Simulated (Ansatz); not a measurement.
## Electronic structure of LiSe$_{3}$ in real space

Input file:

```
crystal:
  lattice:
    - [3.9620795983, 0.0, 0.0]
    - [0.0, 3.9620795983, 0.0]
    - [0.0, 0.0, 5.4382195774]
  atoms:
    - { symbol: Li, position: [0.0, 0.0, 0.0] }
    - { symbol: Se, position: [0.5, 0.5, 0.2153001627] }
    - { symbol: Se, position: [0.5, 0.5, 0.7846998373] }
    - { symbol: Se, position: [0.0, 0.0, 0.5] }
basis:
  ecutwfc: 420
kpoints:
  mp_grid: { grid: [12, 12, 8] }
hamiltonian:
  xc: pbe
scf:
  occupations: { method: gaussian, width: 0.1 }
output:
  forces: true
  stress: true
  eigenvalues: true
  write_density: true
  write_potential: true
  elf: true
  volumetric_format: npy
relax:
  adjacent_minimum: "off"
  f_tol: 0.01
  max_steps: 80
  cell: { stress_tol: 0.05 }
```

Command:

```sh
ansatz run input.yaml --threads 1 --pin off --max-ram 2560MiB --backend cpu --events-out ev --progress --plain --runs-dir out
```

Below, planes, directions and counts refer to the conventional cell (a = 3.97 Å, b = 3.97 Å, c = 5.46 Å, α = 90.00°, β = 90.00°, γ = 90.00°).

The fields are those of the run's last geometry, not of the input's.

Space group P4/mmm; a structure generated by program, which may or may not match a known phase; computed without spin polarisation.

Level of theory: DFT PBE, scalar-relativistic, plane waves, PAW in Ansatz 0.2.0.

The density is the valence pseudo-density of a PAW calculation; it isn't the true density close to the nuclei.

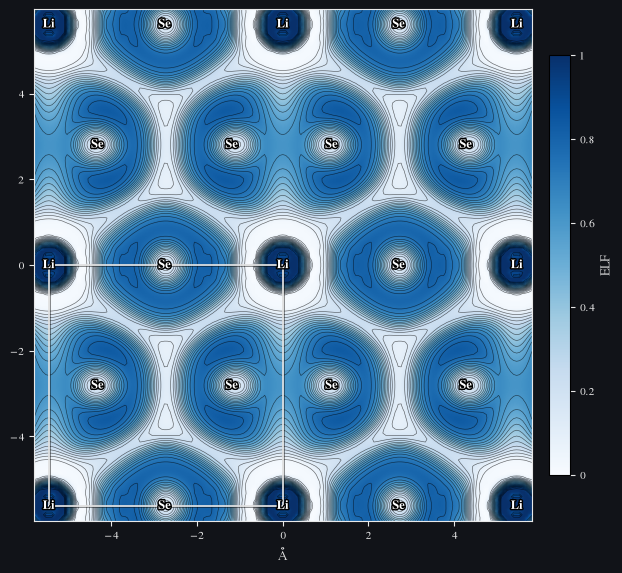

Figure 1. Electron localisation function on the (110) plane of the conventional cell.

### Read the bonding off the picture.

- Atoms in the plane: Li and Se.
- Se–Se (2.33 Å): the ELF peaks at about 0.65 between the atoms.
- Li–Se (2.73 Å): the ELF is about 0.70 at the midpoint.
- Li–Se (3.04 Å): the ELF is about 0.45 at the midpoint.
- The features right at Li lie inside the PAW spheres, where the map follows smoothed inner orbitals and isn't to be read closely.

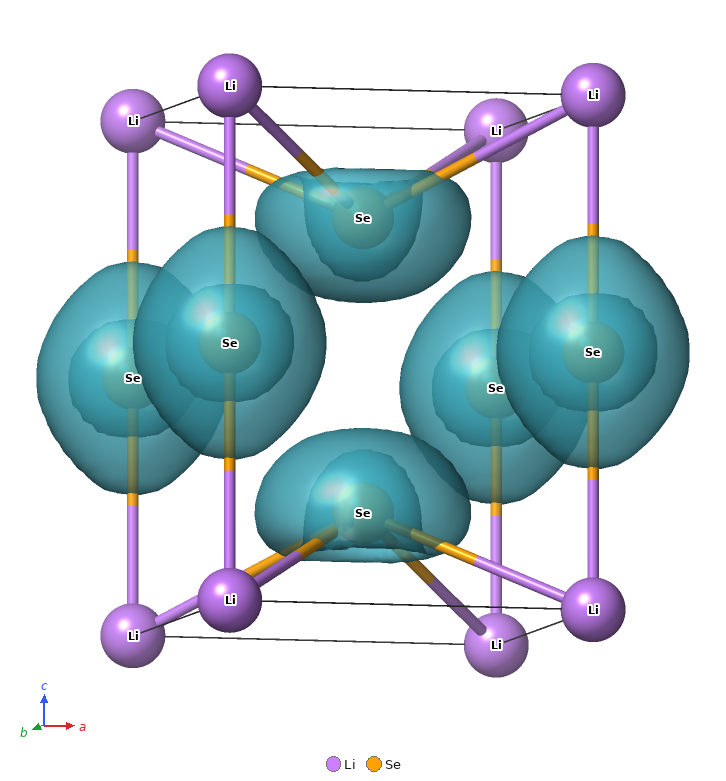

Figure 2. Isosurface of the electron localisation function at 0.75 (cyan), seen at an oblique angle. Only the valence region is drawn (cores and ρ < 0.01 e/Å³ removed). Sticks mark near contacts.

### Describe the localisation domains.

At this value the surface marks out three regions wrapped around Se (the valence shell of each), counted in one cell of 4 atoms. Any copies at cell faces, edges or corners count once.

### Does the calculation give a band gap?

It is gapless in this calculation (a metal or semimetal).
